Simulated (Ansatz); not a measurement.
```cif
data_structure
_symmetry_space_group_name_H-M 'P 1'
_symmetry_Int_Tables_number 1
_cell_length_a 2.5560
_cell_length_b 2.5560
_cell_length_c 69.7140
_cell_angle_alpha 90.000
_cell_angle_beta 90.000
_cell_angle_gamma 120.000
_cell_volume 394.43
loop_
_atom_site_label
_atom_site_type_symbol
_atom_site_fract_x
_atom_site_fract_y
_atom_site_fract_z
_atom_site_occupancy
Cu1 Cu 0.00000 0.00000 0.11475 1
Cu2 Cu 0.33333 0.66667 0.14469 1
Cu3 Cu 0.66667 0.33333 0.17463 1
Cu4 Cu 0.00000 0.00000 0.20456 1
Cu5 Cu 0.33333 0.66667 0.23450 1
Cu6 Cu 0.66667 0.33333 0.26444 1
Cu7 Cu 0.00000 0.00000 0.29437 1
Cu8 Cu 0.33333 0.66667 0.32431 1
Cu9 Cu 0.66667 0.33333 0.35425 1
Cu10 Cu 0.00000 0.00000 0.38418 1
Cu11 Cu 0.33333 0.66667 0.41412 1
Cu12 Cu 0.66667 0.33333 0.44406 1
```

Computed without spin polarisation.

Level of theory: DFT LDA, scalar-relativistic, plane waves, PAW in Ansatz.

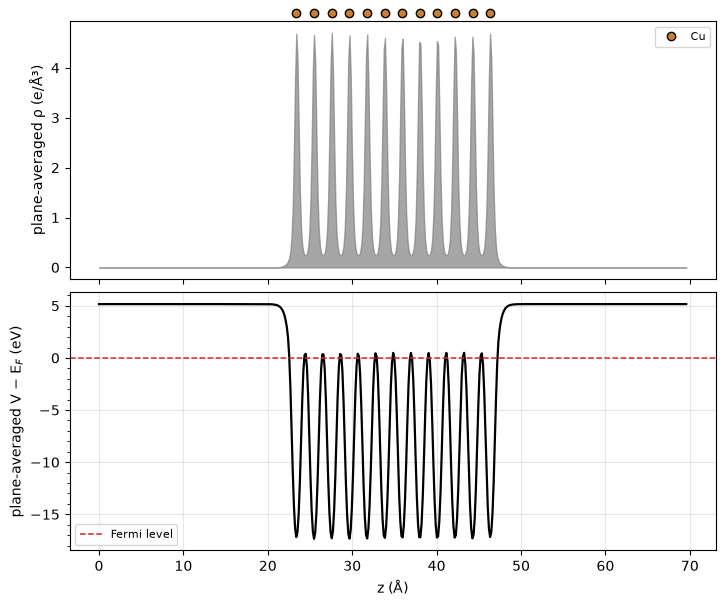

Cu (slab). Plane average of the electrostatic potential (local pseudopotential plus Hartree) felt by an electron and of the valence electron density across the slab. Circles mark the heights of the atoms.

In a PAW calculation such maps are meaningful between the atoms, not at the nuclei.

> How far below the vacuum level is the Fermi level?

The potential is flat in the vacuum, 5.16 eV above the Fermi level; this is the work function, the same on both faces.

> How thick is the slab, and how wide the vacuum?

The outermost nuclei are 23.0 Å apart, in 12 atomic planes; the vacuum between periodic images is 46.8 Å wide.
